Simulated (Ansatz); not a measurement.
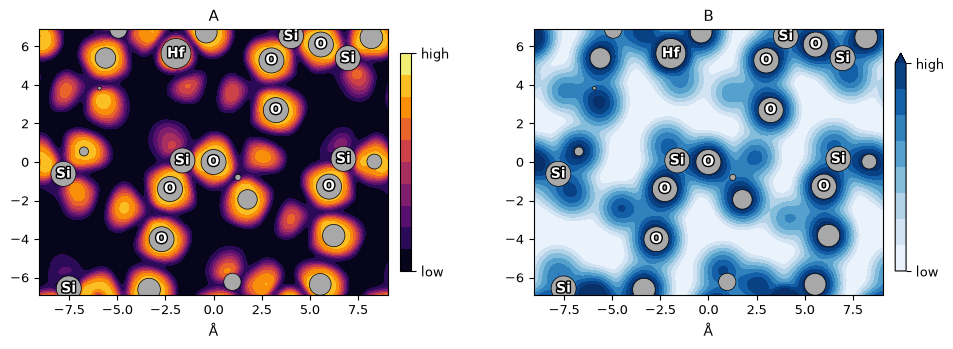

HfSi15O32 (cell charge +1, with a compensating background) (cell with a defect): 2 fields on the (111) plane of the calculation cell, with unlabelled colour scales. Grey discs cover the atomic cores.

Spin-polarised.

The calculation used DFT PBE, scalar-relativistic, plane waves, PAW (Ansatz 0.2.0).

Question: Match the panels to the quantities (electron localisation function and valence pseudo-density).

Answer: Panel A: electron localisation function. Panel B: valence pseudo-density. From the grid: Si–O (1.63 Å): ρ is about 1.2 e/Å³ halfway; the ELF peaks at about 0.85 between the atoms (a polar covalent bond).
